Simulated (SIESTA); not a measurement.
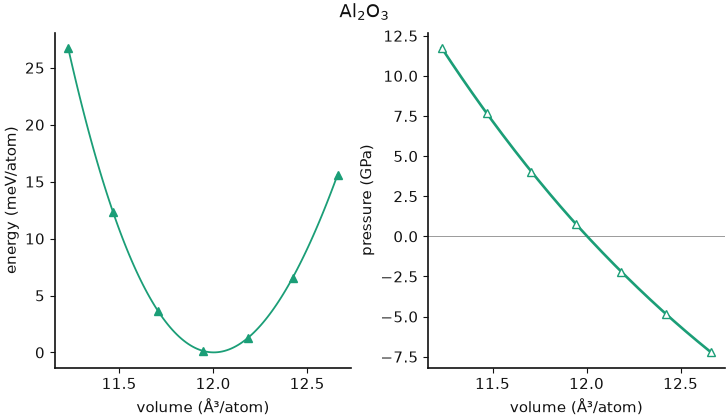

**Figure.** Energy and pressure against volume for Al₂O₃, space group P-3m1 (No. 164).

A third-order Birch–Murnaghan fit gives V0 = 12.00 Å³/atom, B0 = 152 GPa and B′ = 4.4. The energy is 26.75 meV/atom at volume 11.23 Å³/atom and 15.62 meV/atom at 12.66 Å³/atom; the lowest computed point is at volume 11.95 Å³/atom (0.14 meV/atom), in a single well. The pressure falls from 11.75 GPa at volume 11.23 Å³/atom to −7.23 GPa at 12.66 Å³/atom, and changes sign near 12.01 Å³/atom.

Calculation (SIESTA 5.4.2): DFT in numerical atomic orbitals with pseudopotentials, no spin polarisation; energies at scaled volumes of the given cell, shape and fractions fixed, counted from the fit's minimum, third-order Birch-Murnaghan fit. Level: PBE.

k mesh 10×10×4; occupations Fermi–Dirac; smearing width 0.05 eV; potentials PseudoDojo 0.4 standard, converted to PSML, two zetas on semicore shells; program settings basis DZP, mesh cutoff 800 Ry.

Cell as given: a = 3.017 Å, b = 3.017 Å, c = 7.575 Å, α = 90.00°, β = 90.00°, γ = 120.00°; 5 atoms.

Caveats: mulliken charges of long orbitals; shape and atomic fractions are frozen while scaling, which makes layered, chain and framework solids too stiff.
